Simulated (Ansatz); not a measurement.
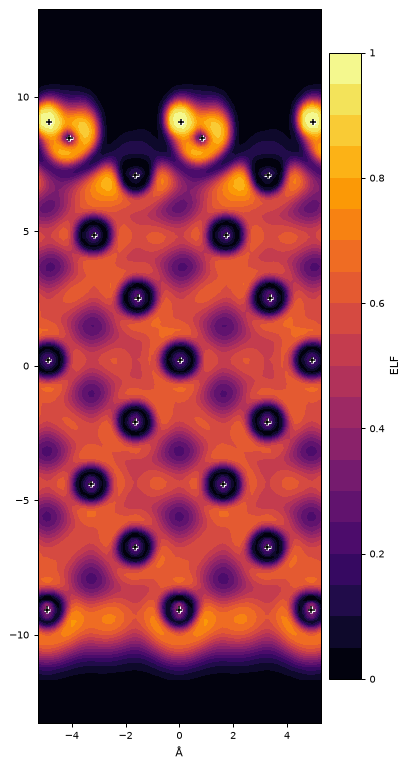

The ELF on a plane through atoms (crosses mark nuclei in the plane).

These are results of DFT PBEsol, scalar-relativistic, plane waves, PAW in Ansatz 0.2.0, not measurements.

Candidates:
A. Al₈O (slab), a = 2.84 Å, b = 2.84 Å, c = 35.31 Å, α = 90.00°, β = 90.00°, γ = 120.00°. 
B. Al₈H (slab), a = 2.84 Å, b = 2.84 Å, c = 35.31 Å, α = 90.00°, β = 90.00°, γ = 120.00°. Computed without spin polarisation.
C. Al₈HO (slab), a = 2.84 Å, b = 2.84 Å, c = 36.19 Å, α = 90.00°, β = 90.00°, γ = 120.00°. Computed without spin polarisation.

Question: Which candidate gave the map?

Answer: Candidate C: Al₈HO on the (110) plane of the calculation cell, a cut from vacuum to vacuum, which holds Al, O and H. O–H (0.98 Å): the ELF climbs to about 1 towards the hydrogen, as it does in any bond to H (an ordinary covalent bond to hydrogen).
